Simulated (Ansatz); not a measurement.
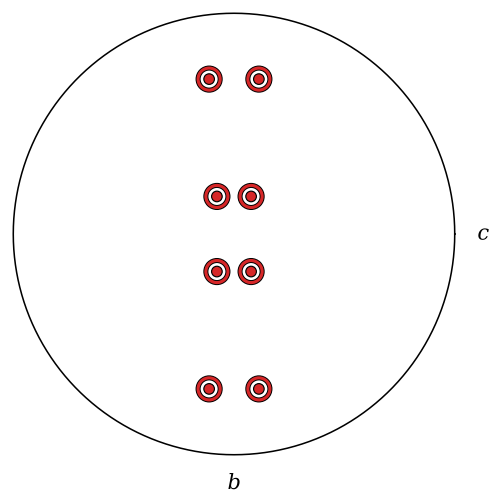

Stereographic projection: filled dots lie in the upper hemisphere, open rings in the lower. The a axis points at the viewer. The poles are all faces of one general form. Computed from the symmetry operations of a computed or model structure of composition C, which need not be its known form.

Q: Which point group is this?

A: 4/mmm (D4h), order 16, tetragonal system: one fourfold axis, four twofold axes, five mirror planes, an inversion centre.

Q: Which physical properties does it allow?

A: It is centrosymmetric, so neither piezoelectric nor pyroelectric; it is not chiral.
